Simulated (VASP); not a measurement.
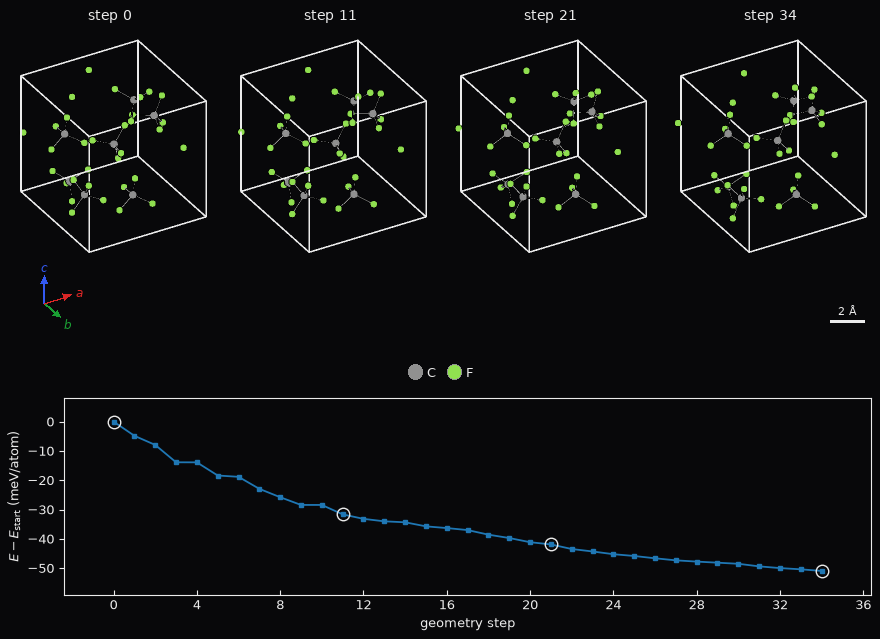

Frames of a relaxation of an amorphous cell of composition CF4, marked on the history of the run. Style: ball-and-stick. Shown: the cell of the calculation, from a free direction.

The run lets the atoms move in a fixed cell.

Theory: Kohn-Sham DFT of a periodic cell, PBE with D3(BJ), VASP PAW PBE potentials, recommended (VASP).

The input:
```
SYSTEM = CF4
ALGO = Normal
EDIFF = 1E-7
EDIFFG = -0.3
ENCUT = 520
GGA = PE
IBRION = 2
ISIF = 2
ISMEAR = -1
IVDW = 12
LASPH = .TRUE.
LCHARG = .FALSE.
LREAL = Auto
LWAVE = .FALSE.
NELM = 80
NSW = 35
PREC = Accurate
SIGMA = 0.02
```

Launched with:
```bash
cat potpaw_PBE.64/C/POTCAR potpaw_PBE.64/F/POTCAR > POTCAR
mpirun -np 1 vasp_gam > vasp.out
```

Describe the path.

Answer. The relaxation stopped without meeting its thresholds, so the last structure isn't shown to be converged. Over 34 geometry steps the energy falls by 51.0 meV per atom. Largest force component: 1 eV/Å at the start, 0.39 eV/Å at the end. The atom that moves furthest is an F atom (0.80 Å roughly along [3 1 2]). By element the largest moves are F 0.80 Å, C 0.34 Å. The cell doesn't change. Near-neighbour distances that change, for instance: C–F 1.329 → 1.347 Å. Among the angles between lasting bonds that change: F–C–F 109.5° → 106.5°, F–C–F 109.5° → 111.7°. From step 0 to 11: an F atom moves most (0.35 Å), energy −31.6 meV per atom. From step 11 to 21: an F atom moves most (0.30 Å), energy −10.3 meV per atom. From step 21 to 34: an F atom moves most (0.39 Å), energy −9.1 meV per atom.

| step | E − E(0), meV/atom | largest force component, eV/Å |
| --- | --- | --- |
| 0 | 0.00 | 1.0335 |
| 1 | -4.83 | 1.2359 |
| 2 | -7.95 | 0.7507 |
| 3 | -13.88 | 0.7670 |
| 4 | -13.89 | 0.8484 |
| 5 | -18.38 | 0.5400 |
| 6 | -18.83 | 0.8590 |
| 7 | -22.94 | 0.3839 |
| 8 | -25.79 | 0.9080 |
| 9 | -28.43 | 0.8357 |
| 10 | -28.43 | 0.8687 |
| 11 | -31.65 | 0.5765 |
| 13 | -34.02 | 0.6359 |
| 14 | -34.35 | 0.3487 |
| 15 | -35.74 | 0.3045 |
| 16 | -36.32 | 0.7131 |
| 18 | -38.57 | 0.4032 |
| 19 | -39.72 | 0.5132 |
| 20 | -41.15 | 0.3866 |
| 21 | -41.90 | 0.6434 |
| 23 | -44.31 | 0.4146 |
| 24 | -45.24 | 0.3321 |
| 25 | -45.85 | 0.5256 |
| 26 | -46.64 | 0.3198 |
| 28 | -47.76 | 0.3123 |
| 29 | -48.13 | 0.2879 |
| 30 | -48.51 | 0.2507 |
| 31 | -49.39 | 0.2381 |
| 33 | -50.40 | 0.3220 |
| 34 | -50.95 | 0.3899 |

Limits of the set-up: the periodic images lie only 8.2 Å apart, so the values are limited by the cell's size.
